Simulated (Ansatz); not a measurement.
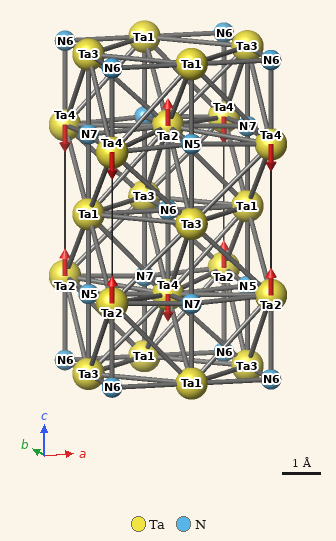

This is a relaxation of solid Ta$_{4}$N$_{3}$ (set up in I4/mmm). The starting structure is drawn; red arrows show the displacements (the part carried along by the change of the cell is left out), 20 times their true length.

A ball-and-stick model of the conventional cell (2 times the calculation's cell), seen slightly off an axis. Lengths and directions refer to the drawn axes.

Computed with DFT r2SCAN, scalar-relativistic, plane waves, PAW (Ansatz 0.2.0).

Input
```yaml
crystal:
  lattice:
    - [-2.203196, 2.203196, 4.310613]
    - [2.203196, -2.203196, 4.310613]
    - [2.203196, 2.203196, -4.310613]
  atoms:
    - { symbol: Ta, position: [0.0, 0.5, 0.5] }
    - { symbol: Ta, position: [0.26382, 0.26382, 0.0] }
    - { symbol: Ta, position: [0.5, 0.0, 0.5] }
    - { symbol: Ta, position: [0.73618, 0.73618, 0.0] }
    - { symbol: "N", position: [0.75, 0.25, 0.5] }
    - { symbol: "N", position: [0.0, 0.0, 0.0] }
    - { symbol: "N", position: [0.25, 0.75, 0.5] }
basis:
  ecutwfc: 500
kpoints:
  mp_grid: { grid: [12, 12, 12] }
hamiltonian:
  xc: r2scan
scf:
  occupations: { method: gaussian, width: 0.1 }
output:
  forces: true
  stress: true
  eigenvalues: true
relax:
  adjacent_minimum: "off"
  f_tol: 0.005
  max_steps: 80
  cell: { stress_tol: 0.05 }
```

Command:
```bash
ansatz run input.yaml --threads 2 --pin off --max-ram 5120MiB --backend cpu --events-out ev --progress --plain --runs-dir out
```

### Atoms of which element are displaced furthest, and by how much?

Tantalum: up to 0.037 Å, against 0.000 Å for nitrogen.

### What happened in the run?

Over 4 accepted moves (5 points after the start) the energy falls by 36.4 meV per cell of the calculation. The largest force component goes from 0.32 to 0.0005 eV/Å. Pressure: −5.41 GPa at the start and 0.00 GPa at the end. The SCF was repeated once at an unchanged geometry on a basis and grid sized afresh for the cell, which shifted the energy by 0.7 meV per cell of the calculation at most. The largest moves relative to the cell, 0.037 Å, are those of Ta2 and Ta4. Ta2 goes along +c. N stays in place. The volume changes by −1.7 %, with a = b 4.406 → 4.380 Å (−0.6 %), c 8.621 → 8.580 Å (−0.5 %). Near-neighbour distances that change, for instance: Ta1–Ta2 3.000 → 2.959 Å, Ta2–N6 2.274 → 2.301 Å, Ta1–Ta3 3.116 → 3.097 Å, Ta1–N6 2.203 → 2.190 Å. The space group stays I4/mmm (No. 139). The run took 3.3 min on 2 threads of Oxide Virtual Turin-like Processor (Zen 5), on a shared host, peak memory 1.1 GiB.
